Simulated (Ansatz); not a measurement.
Read the following structure.

```
Ge
1.0
     1.99782   -3.46033    0.00000
     0.00000    0.00000   -6.60271
    17.18310    9.92067    0.00000
Ge
16
Cartesian
  15.5839 4.3836 -6.1869
  5.5948 0.9233 -6.1869
  9.5905 0.9233 -6.1869
  11.5883 4.3836 -6.1869
  13.5861 5.5371 -2.8855
  5.5948 -1.3836 -2.8855
  7.5926 2.0767 -2.8855
  11.5883 2.0767 -2.8855
  15.5839 4.3836 -3.7172
  5.5948 0.9233 -3.7172
  9.5905 0.9233 -3.7172
  11.5883 4.3836 -3.7172
  13.5861 5.5371 -0.4158
  5.5948 -1.3836 -0.4158
  7.5926 2.0767 -0.4158
  11.5883 2.0767 -0.4158
```

Summarise the structure in words.

The element is germanium. The cell holds 16 atoms. Counting atoms within bonding range gives coordination numbers of Ge 3 to 4 (mean 3.8). The bonds build Ge layers parallel to (001).

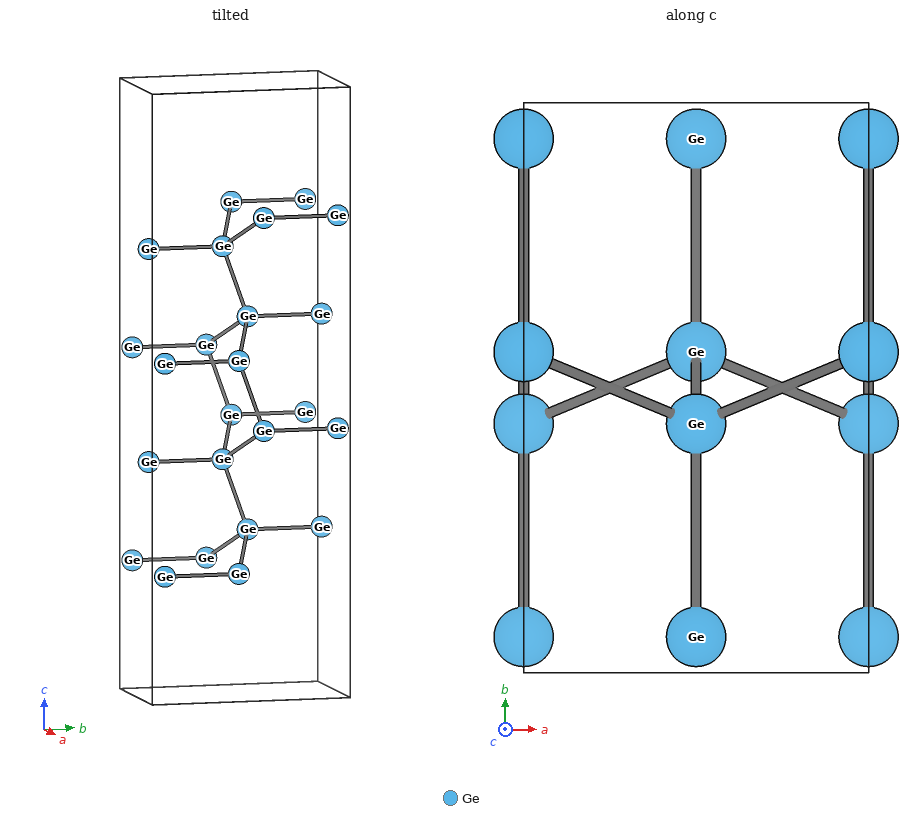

Shown here is a ball-and-stick view of the crystal, taken slightly off an axis and along the c axis. The simulation cell is drawn as a box. Colours: germanium blue.

Source of the structure: a structure listed in the Materials Project. The cell was then strained or its atoms displaced on purpose. A calculation with Ansatz used it as input.

At this level of theory the run's own cell isn't at rest (forces up to 0.7 eV/Å), so its distances can differ from those at equilibrium, the more so the softer the solid.
